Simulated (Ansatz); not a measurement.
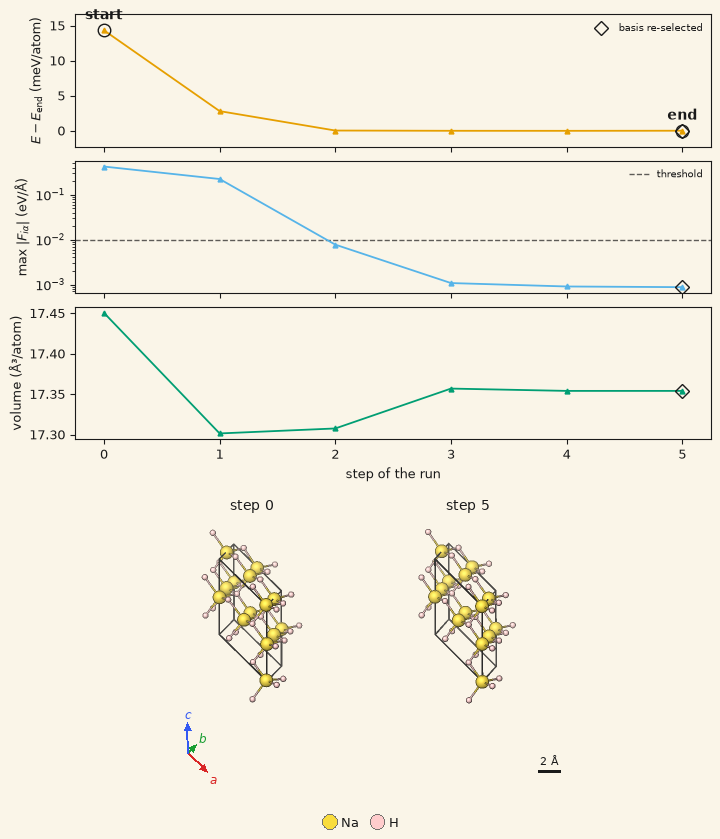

First and last geometry of a relaxation of a crystal of NaH (built on the zincblende type), with the history of the run. The picture is a ball-and-stick view of the cell of the calculation, reduced to other axes, seen slightly off an axis. Lengths and directions refer to the drawn axes.

Case: shaken.

All numbers below come from Ansatz 0.2.0, DFT, PBEsol, plane waves, PAW. (plane-wave cutoff 420 eV; k-point mesh 4 × 4 × 4; occupations fermi dirac; smearing width 0.05 eV; no spin polarisation; cell and atoms relaxed; force threshold 0.01 eV/Å; at most 120 steps)

> Did the run converge, and what did it change?

It converged. Over 4 accepted moves (5 points after the start) the energy falls by 14.3 meV per atom. The largest force component goes from 0.42 to 0.00087 eV/Å. Pressure: 0.14 GPa at the start and −0.01 GPa at the end. The SCF was repeated once at an unchanged geometry on a basis and grid sized afresh for the cell, which shifted the energy by less than 0.05 meV per atom at most. The atom that moves furthest relative to the cell is an H atom (0.16 Å roughly along [2 0 −1]). Largest moves by element: H 0.16 Å, Na 0.13 Å. The volume changes by −0.6 %, with a 7.252 → 7.321 Å (+1.0 %), b 7.263 → 7.318 Å (+0.8 %), c 7.311 → 7.319 Å (+0.1 %), α 90.6° → 90.1°, β 119.6° → 119.9°, γ 118.3° → 119.9°. Some distances before and after: H–Na 2.028 → 2.242 Å, H–Na 2.440 → 2.242 Å, H–Na 2.420 → 2.242 Å, H–Na 2.071 → 2.242 Å. Bond angles that change, for instance: Na–H–Na 118.7° → 109.6°, H–Na–H 117.5° → 109.6°, Na–H–Na 101.5° → 109.4°. The space group (tolerance 0.01 Å) goes from P1 (No. 1) to I-4m2 (No. 119). Cost: 60 s on 1 × NVIDIA H100 80GB HBM3 with 2 threads of AMD EPYC 7R13 Processor (Zen 3), with other jobs on the host, peak memory 1.3 GiB.
